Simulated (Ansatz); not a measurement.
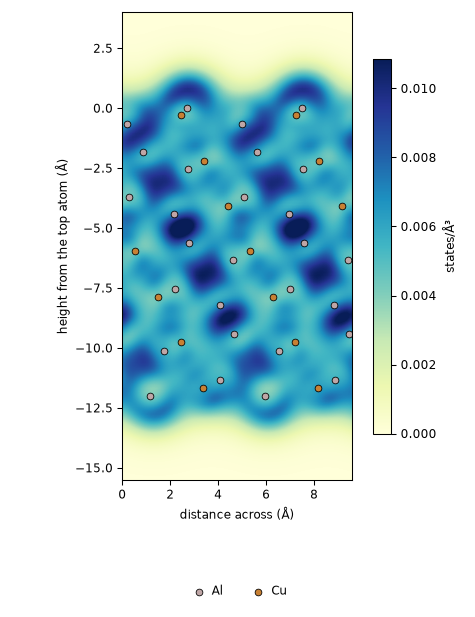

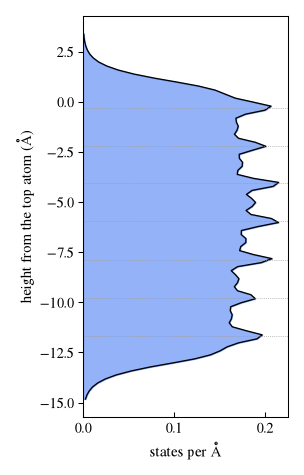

Density of all states between −0.25 and 0.00 eV (zero: the Fermi level) of Al2Cu(101) (I4/mcm bulk, 7 atomic planes (those closer than 0.6 Å count as one), 12 Å, Al2Cu-terminated): side view, averaged along the second cell vector, and the full density summed over planes, the part near the nuclei included (dotted lines mark the atomic planes).

The first picture shows the smooth PAW orbitals' density alone, which lacks about 13 % of these states' charge, near the nuclei; the shares below count all of it.

Theory: Ansatz, DFT PBE, scalar-relativistic, plane waves, PAW. Cutoff 420 eV, 12 × 12 k-points, Gaussian smearing 0.1 eV, dipole correction. The slab is a cut without reconstruction beyond its cell, at the source's lattice constants, with its lower half held fixed and the rest relaxed. No spin polarisation. The run couldn't confirm all of its levels under its output density. The run warns that the functional's potential is rough in the thin density of the vacuum, where the tip is; weak contrasts and barriers may feel it.

How is this energy window spread over the atomic planes?

Answer. The window holds 2.6 states per cell. Shares by plane (space cut midway between planes), top to bottom: Al2Cu 17 %, Al2Cu 13 %, Al2Cu 14 %, Al2Cu 13 %, Al2Cu 14 %, Al2Cu 13 %, Al2Cu 16 %; the outer planes' shares include the vacuum, and density in a gap between layers is shared out between the planes on either side.
